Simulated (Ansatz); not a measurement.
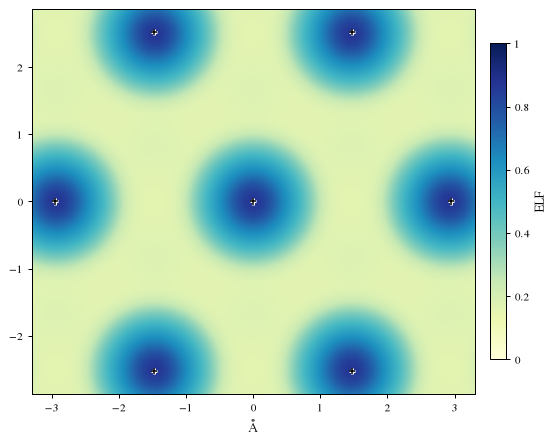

The ELF on a plane through atoms (crosses mark nuclei in the plane).

The calculation used DFT, PBE, PAW with Ansatz's default frozen-core files, scalar-relativistic (Ansatz 0.2.0).

Candidates:
A. Al, a = 4.05 Å, b = 4.05 Å, c = 4.05 Å, α = 90.00°, β = 90.00°, γ = 90.00°. Space group Fm-3m; computed without spin polarisation.
B. Si, a = 5.41 Å, b = 5.41 Å, c = 5.41 Å, α = 90.00°, β = 90.00°, γ = 90.00°. Space group Fd-3m; computed pressure about 3 GPa in this cell.
C. Ag, a = 2.95 Å, b = 2.95 Å, c = 4.09 Å, α = 90.00°, β = 90.00°, γ = 90.00°. Space group I4/mmm; changed on purpose from its base cell (equal xx and yy strain of +2 %, PAW files); computed without spin polarisation.

Which system is this?

Answer. Candidate C: Ag on the (101̄) plane of the conventional cell, which holds Ag. Ag–Ag (2.92 Å): the ELF is about 0.15 at the midpoint (no shared electron pair shows on this line).
